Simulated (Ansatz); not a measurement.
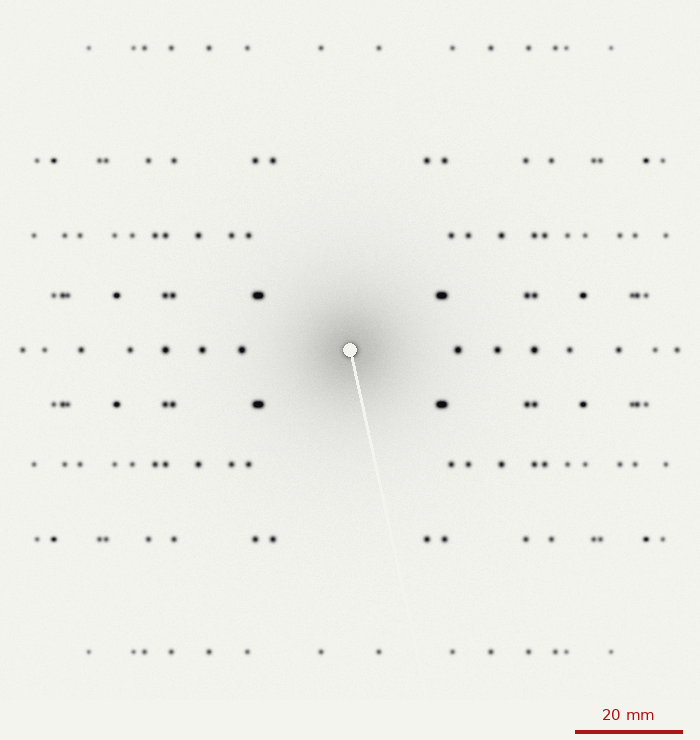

Simulated X-ray rotation photograph: Mo Kα radiation (λ = 0.7107 Å), cylindrical film of radius 57.3 mm unrolled, rotation axis vertical and normal to the beam, kinematic intensities without Lorentz or polarisation factors, the film spanning ±63° about the beam; spots down to d = 0.67 Å.

Q: Measure the layer lines and find the identity period along the axis.

A: The first layer line lies 10.2 mm from the equator, so tan ν = 0.179, sin ν = 0.176 and the period is λ/sin ν = 4.04 Å. Further lines follow at 21.6, 35.6, 56.8 mm.

The crystal is Cu, space group I4/mmm (No. 139), a = 2.96 Å, c = 2.75 Å. Structure: the end point of a relaxation with DFT PBE, scalar-relativistic, plane waves, PAW in Ansatz; the starting structure was generated, so it need not be a known form of this composition.

Q: About which axis was it rotated?

A: About [101] (or an equivalent direction), whose length in the conventional cell is 4.037 Å. The period alone comes close to that of [110] as well.
